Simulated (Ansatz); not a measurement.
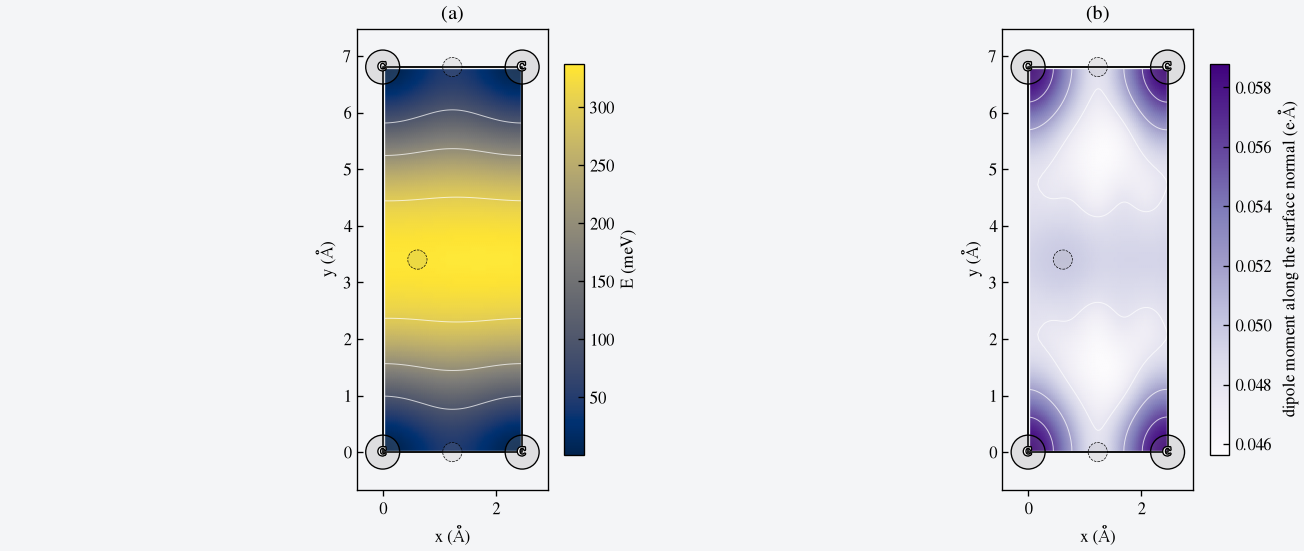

H on a C(110) slab cut from the Fmmm phase, its upper half relaxed before the scan (20 atoms of substrate and one adsorbate in a 2 × 1 cell). 
- H is moved over the surface cell at a fixed height above a rigid substrate; the origin of the map has the adsorbate above C19; the height is held at 3.30 Å.
- Places are given modulo a cell vector. The map is drawn in real space over the plane of the surface.
- Grid: 6 × 6 points; 24 points were computed and 12 follow by symmetry.
- Places are given in fractions of the 1 × 1 surface cell.
- Energies: meV, counted from the lowest grid point.
- The runs have no spin polarisation, so an open-shell adsorbate far from the surface lies too high. At a fixed height the lowest place need not be the adsorption site.
- Level of theory: Ansatz, DFT PBE+D3(BJ), scalar-relativistic, plane waves, PAW. Settings: cutoff 420 eV, k-mesh 6×4×1, gaussian smearing 0.1 eV, no spin polarisation.

Panel (a) is the energy and panel (b) the computed dipole moment along the surface normal on the same grid.

In the figure: a smooth colour map with a few white contour lines, labelled circles for the atoms of the top layer and small ones for the second layer, the outline of one cell of the plane. Between grid points the surface is interpolated.

How does the dipole moment along the surface normal vary over the map, and what is it at the lowest grid point?

Answer. It runs from 0.05 e·Å at (3/6, 1/6) of the cell vectors [nearest 2 C at 3.70 Å] to 0.06 e·Å at the top site over a surface C atom, (0/6, 0/6) of the cell vectors. At the lowest grid point, the top site over a surface C atom, (0/6, 0/6) of the cell vectors, it is 0.06 e·Å.

PAW datasets: the set soft_1.
